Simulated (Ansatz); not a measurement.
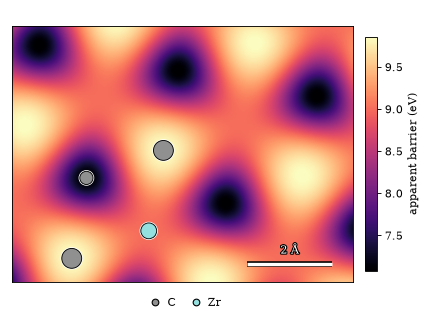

Map of the apparent barrier height, 0.952 eV Å² × (d ln I/dz)², 4.2 Å above ZrC(111) (Fm-3m bulk, 9 atomic planes (those closer than 0.6 Å count as one), 11 Å, C-terminated, slab composition C5Zr4) at −0.25 V; lighter colours are higher.

Model: Tersoff–Hamann, s-wave tip, no tip–sample forces. Bias windows are sharp sums over the levels of the k mesh.

Level of theory: Ansatz 0.2.0, DFT PBE, scalar-relativistic, plane waves, PAW. Cutoff 420 eV, 21 × 21 k-points, Gaussian smearing 0.1 eV, dipole correction. The slab is a cut without reconstruction beyond its cell, at the source's lattice constants, with its lower half held fixed and the rest relaxed. No spin polarisation. The run warns that the functional's potential is rough in the thin density of the vacuum, where the tip is; weak contrasts and barriers may feel it.

### Where is the apparent barrier highest and lowest, and over what range?

It is highest, 9.9 eV, over the top C atoms, and lowest, 7.1 eV, over the sites above the C atoms 2.5 Å below the top plane. The vacuum level lies 6.84 eV above zero bias. The high values lie on or round the bright spots: there the density falls fastest, as the corrugation dies out with height.
